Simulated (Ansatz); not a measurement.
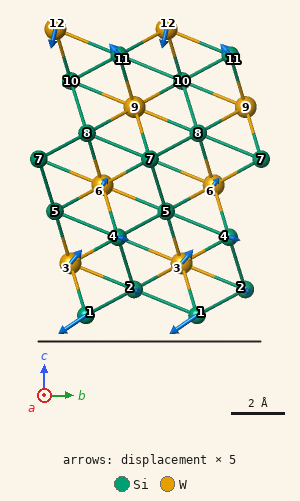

This is a relaxation of a slab of composition Si$_{2}$W (cut from the I4/mmm phase). The starting structure is drawn; blue arrows show the displacements, magnified 5 times.

A ball-and-stick model of the 2 × 2 repeat of the cell, outlined in the plane, without the vacuum, seen along the a axis.

The slab is the (1 0 1) face of Si2W.

These are results of DFT PBE, scalar-relativistic, plane waves, PAW in Ansatz 0.2.0, not measurements.

Input file:
```yaml
crystal:
  lattice:
    - [3.2289953312, 0.0, 0.0]
    - [-1.6144976656, 4.2518642211, 0.0]
    - [0.0, 0.0, 25.9491929975]
  atoms:
    - { symbol: Si, position: [0.7136657642, 0.4273315283, 0.2890263293] }
    - { symbol: Si, position: [0.4305179033, 0.8610358067, 0.3271124343] }
    - { symbol: W, position: [0.1441836675, 0.288367335, 0.3656271374] }
    - { symbol: Si, position: [0.8578494317, 0.7156988633, 0.4041418404] }
    - { symbol: Si, position: [0.5747015708, 0.1494031417, 0.4422279454] }
    - { symbol: W, position: [0.288367335, 0.57673467, 0.4807426485] }
    - { symbol: Si, position: [0.0020330992, 0.0040661983, 0.5192573515] }
    - { symbol: Si, position: [0.7188852383, 0.4377704767, 0.5573434565] }
    - { symbol: W, position: [0.4325510025, 0.865102005, 0.5958581596] }
    - { symbol: Si, position: [0.1462167667, 0.2924335333, 0.6343728626] }
    - { symbol: Si, position: [0.8630689058, 0.7261378117, 0.6724589677] }
    - { symbol: W, position: [0.57673467, 0.15346934, 0.7109736707] }
basis:
  ecutwfc: 420
kpoints:
  mp_grid: { grid: [11, 8, 1] }
hamiltonian:
  xc: pbe
scf:
  occupations: { method: gaussian, width: 0.1 }
output:
  forces: true
  eigenvalues: true
  write_density: true
  write_potential: true
  elf: true
  volumetric_format: npy
relax:
  adjacent_minimum: "off"
  f_tol: 0.02
  max_steps: 60
efield:
  axis: 3
  dipole_correction: true
  ramp_width: 0.04
```

Launched with:
```bash
ansatz run input.yaml --threads 2 --pin off --max-ram 5120MiB --backend cpu --events-out ev --progress --plain --runs-dir out
```

### Atoms of which element are displaced furthest, and by how much?

Silicon: up to 0.26 Å, against 0.16 Å for tungsten.

### What happened in the run?

After 7 accepted moves (8 points after the start) the energy has fallen by 0.404 eV per cell of the calculation. Largest force component: 2.1 eV/Å at the start, 0.0091 eV/Å at the end. 1 step only repeated the SCF at the same geometry. The largest move relative to the layer's centre is that of Si1, 0.26 Å at 56° to the normal (−c side). Largest moves by element: Si 0.26 Å, W 0.16 Å. The cell doesn't change. Among the contacts that change: Si1–Si2 2.643 → 2.875 Å, Si1–Si2 (another image) 2.603 → 2.408 Å, W9–W12 3.229 → 3.074 Å, Si1–W3 2.628 → 2.777 Å. Among the angles between lasting bonds that change: Si10–W12–Si11 104.2° → 112.0°, Si11–W12–Si11 119.7° → 126.8°, Si1–Si2–W3 60.3° → 65.4°.
